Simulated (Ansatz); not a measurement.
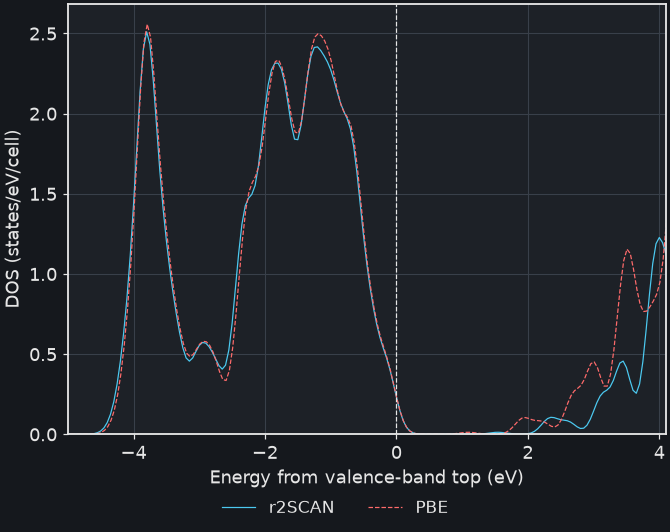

Total densities of states of CdS, space group F-43m (No. 216), 2 atoms in the cell, zincblende type, by two methods on the same cell. The curves are built from the levels of the k mesh with Gaussians 0.3 eV wide, which also blur the band edges. Each is counted from its own valence-band top.

How do the methods compare?

Answer. r2SCAN gives a gap of 1.54 eV and PBE gives a gap of 1.10 eV.

Settings. r2SCAN: DFT, r2SCAN, plane waves, PAW, no spin polarisation, 8×8×8 k mesh, 500 eV cutoff (Ansatz). PBE: DFT, PBE, plane waves, PAW, no spin polarisation, 8×8×8 k mesh, 420 eV cutoff, Fermi-Dirac smearing of 0.02 eV (Ansatz 0.2.0).
